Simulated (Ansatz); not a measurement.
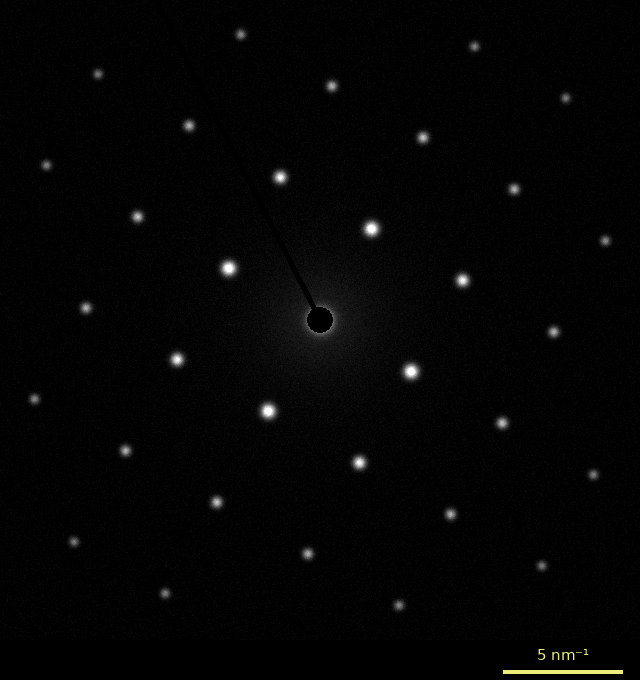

The pattern is a kinematic simulation for 200 kV electrons (no multiple scattering; isotropic B = 0.5 Å²).

It belongs to Zr, space group Fm-3m (No. 225), a = 4.53 Å. Structure: coordinates from a relaxation with DFT PBE, scalar-relativistic, plane waves, PAW (Ansatz); the starting structure was generated, so it need not be a known form of this composition.

Which low-index zone axis gives this pattern?

The spots form a square net with both shortest vectors at d = 2.26 Å, 90.0° apart. They index as 2 0 0 and 0 2 0, so the zone axis is [001] (or an equivalent direction of <001>).

Which reflections of this zone are missing, and why?

The lattice centring (F) removes all reflections that break h + k = 2n, h + l = 2n.

List the strongest reflections.

Strongest reflections with d > 0.80 Å, one of each family (|F|² from tabulated Gaussian fits of the electron scattering factors, times a small damping for the curvature of the Ewald sphere):

```
  hkl  d (Å)  I (strongest = 100)
2 0 0  2.263                  100
2 2 0  1.600                   46
4 0 0  1.132                   18
4 2 0  1.012                   13
4 4 0  0.800                    6
```
